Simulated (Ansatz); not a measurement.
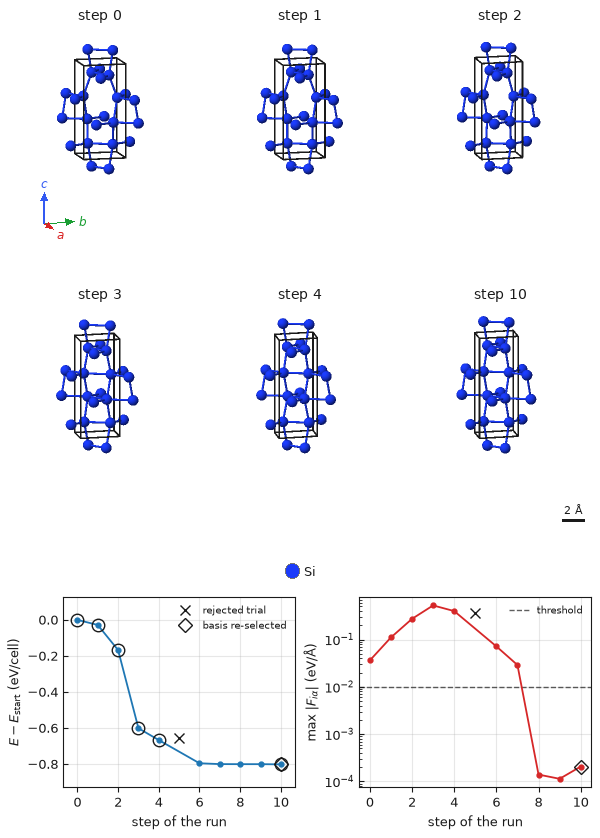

Frames of a relaxation of solid Si (a generated structure, set up in Ccce), marked on the history of the run. The picture is a ball-and-stick view of the cell of the calculation, seen slightly off an axis.

All numbers below come from DFT PBE, scalar-relativistic, plane waves, PAW (Ansatz 0.2.0).

The input:
```yaml
crystal:
  lattice:
    - [2.8251230853, -3.0164969636, 0.0]
    - [2.8251230853, 3.0164969636, 0.0]
    - [0.0, 0.0, 8.9637857201]
  atoms:
    - { symbol: Si, position: [0.2651330683, 0.1481244586, 0.6272608538] }
    - { symbol: Si, position: [0.3518755414, 0.2348669317, 0.1272608538] }
    - { symbol: Si, position: [0.7348669317, 0.8518755414, 0.6272608538] }
    - { symbol: Si, position: [0.7651330683, 0.6481244586, 0.8727391462] }
    - { symbol: Si, position: [0.6481244586, 0.7651330683, 0.1272608538] }
    - { symbol: Si, position: [0.2348669317, 0.3518755414, 0.8727391462] }
    - { symbol: Si, position: [0.8518755414, 0.7348669317, 0.3727391462] }
    - { symbol: Si, position: [0.1481244586, 0.2651330683, 0.3727391462] }
basis:
  ecutwfc: 420
kpoints:
  mp_grid: { grid: [10, 10, 4] }
hamiltonian:
  xc: pbe
scf:
  occupations: { method: gaussian, width: 0.1 }
output:
  forces: true
  stress: true
  eigenvalues: true
relax:
  adjacent_minimum: "off"
  f_tol: 0.01
  max_steps: 80
  cell: { stress_tol: 0.05 }
```

Run as
```bash
ansatz run input.yaml --threads 1 --pin off --max-ram 2560MiB --backend cpu --events-out ev --progress --plain --runs-dir out
```

Q: Describe the path.

A: The energy falls by 0.801 eV per cell of the calculation in 8 accepted moves (10 points after the start). Largest force component: 0.036 eV/Å at the start, 0.00021 eV/Å at the end. The pressure goes from 0.36 to 0.01 GPa. The line search rejected the trial step at point 5 of the run. The SCF was repeated once at an unchanged geometry on a basis and grid sized afresh for the cell, which shifted the energy by 1.1 meV per cell of the calculation at most. The largest moves relative to the cell, 0.21 Å, are those of 8 atoms (Si1, Si2, Si3, Si4 and others). Si6 goes roughly along [−1 −1 0]. The drawn cell changes as follows: a = b 4.133 → 3.911 Å (−5.4 %), c 8.964 → 9.534 Å (+6.4 %), γ 93.8° → 104.6°; the volume changes by −7.6 %. Some distances before and after: Si1–Si3 3.390 → 2.500 Å, Si1–Si6 2.362 → 2.491 Å, Si1–Si8 2.388 → 2.491 Å, Si1–Si3 (another image) 2.439 → 2.500 Å. New bonds form: Si1–Si3 (3.39 → 2.50 Å), Si2–Si5 (3.39 → 2.50 Å), Si4–Si6 (3.39 → 2.50 Å), Si7–Si8 (3.39 → 2.50 Å). Among the angles between lasting bonds that change: Si5–Si2–Si5 118.8° → 106.9°, Si5–Si2–Si8 96.4° → 85.2°, Si6–Si2–Si8 143.3° → 146.2°. The space group (tolerance 0.01 Å) goes from Ccce (No. 68) to Fmmm (No. 69). The run took 9.2 min on 1 thread of Intel(R) Xeon(R) Processor @ 2.50GHz (Skylake/Cascade Lake), on a shared host, peak memory 0.58 GiB. From step 0 to 1: Si atoms move most (0.02 Å), volume −0.6 %, energy −28.3 meV per cell of the calculation. From step 1 to 2: Si atoms move most (0.07 Å), volume −2.9 %, energy −0.139 eV per cell of the calculation. From step 2 to 3: Si atoms move most (0.11 Å), volume −3.9 %, energy −0.433 eV per cell of the calculation. From step 3 to 4: Si atoms move most (0.06 Å), volume −2.8 %, energy −65.6 meV per cell of the calculation. From step 4 to 10: Si atoms move most (0.04 Å), volume +2.5 %, energy −0.135 eV per cell of the calculation.

| step | E − E(0), meV/atom | largest force component, eV/Å | pressure, GPa | volume, Å³/atom | note |
| --- | --- | --- | --- | --- | --- |
| 0 | 0.00 | 0.0362 | 0.36 | 19.097 |  |
| 1 | -3.54 | 0.1106 | 0.20 | 18.987 |  |
| 2 | -20.96 | 0.2736 | -0.41 | 18.439 |  |
| 3 | -75.15 | 0.5263 | 0.64 | 17.723 |  |
| 4 | -83.35 | 0.3996 | 3.07 | 17.221 |  |
| 5 | -82.17 | 0.3634 | -1.95 | 17.827 | rejected |
| 6 | -99.42 | 0.0717 | 0.27 | 17.569 |  |
| 7 | -100.00 | 0.0290 | 0.21 | 17.604 |  |
| 8 | -100.04 | 0.0001 | 0.05 | 17.633 |  |
| 9 | -100.04 | 0.0001 | 0.00 | 17.643 |  |
| 10 | -100.18 | 0.0002 | 0.01 | 17.643 | same geometry, new basis |
